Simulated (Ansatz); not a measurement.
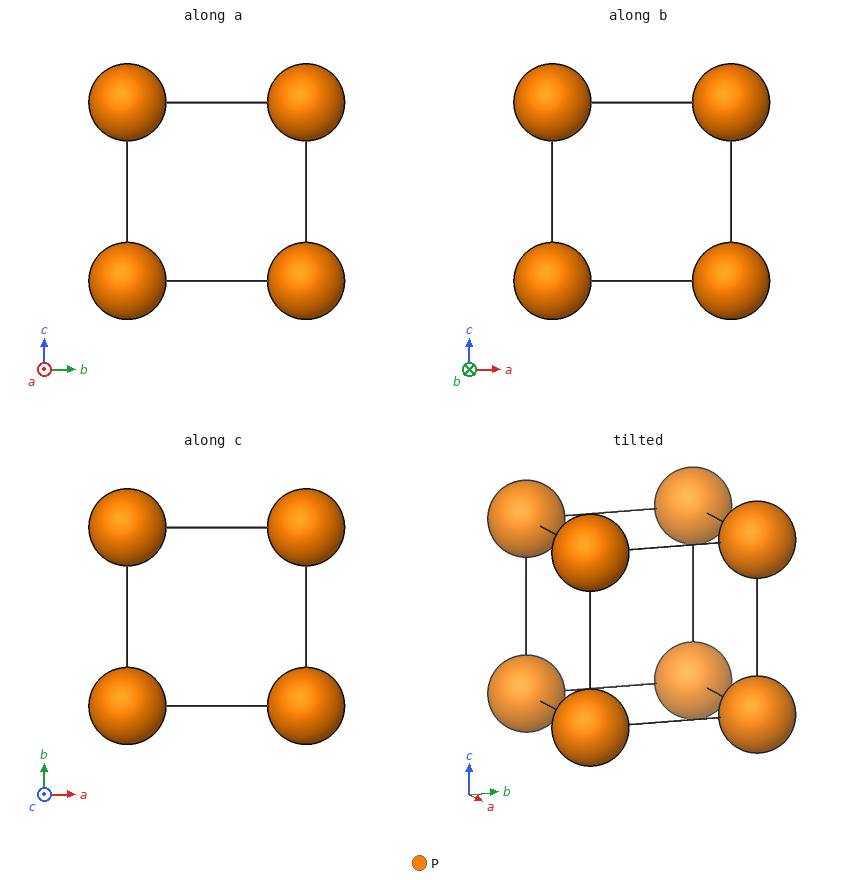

Shown here is a spheres-only view of the crystal, taken along the a axis, along the b axis, along the c axis and slightly off an axis. The conventional unit cell is outlined; an atom on or near a face, edge or corner is repeated at each equivalent position.

Lattice parameters: a = 2.5952 Å, b = 2.5952 Å, c = 2.5952 Å, α = 90.000°, β = 90.000°, γ = 90.000°.

**Write down what is shown as a CIF with its space group and independent sites.**

```cif
data_structure
_symmetry_space_group_name_H-M 'P m -3 m'
_symmetry_Int_Tables_number 221
_cell_length_a 2.5952
_cell_length_b 2.5952
_cell_length_c 2.5952
_cell_angle_alpha 90.000
_cell_angle_beta 90.000
_cell_angle_gamma 90.000
_cell_volume 17.48
loop_
_atom_site_label
_atom_site_type_symbol
_atom_site_symmetry_multiplicity
_atom_site_Wyckoff_symbol
_atom_site_fract_x
_atom_site_fract_y
_atom_site_fract_z
_atom_site_occupancy
P1 P 1 a 0.0000 0.0000 0.0000 1
```

The structure comes from a structure type filled with this element by a generator (whether the element takes this form wasn't checked). Earlier steps of the study may have refined or changed the cell and positions. It was run through Ansatz as a DFT input.

At this level of theory the cell isn't at rest (stretched, at -5 GPa), so its distances can differ from those at equilibrium, the more so the softer the solid.
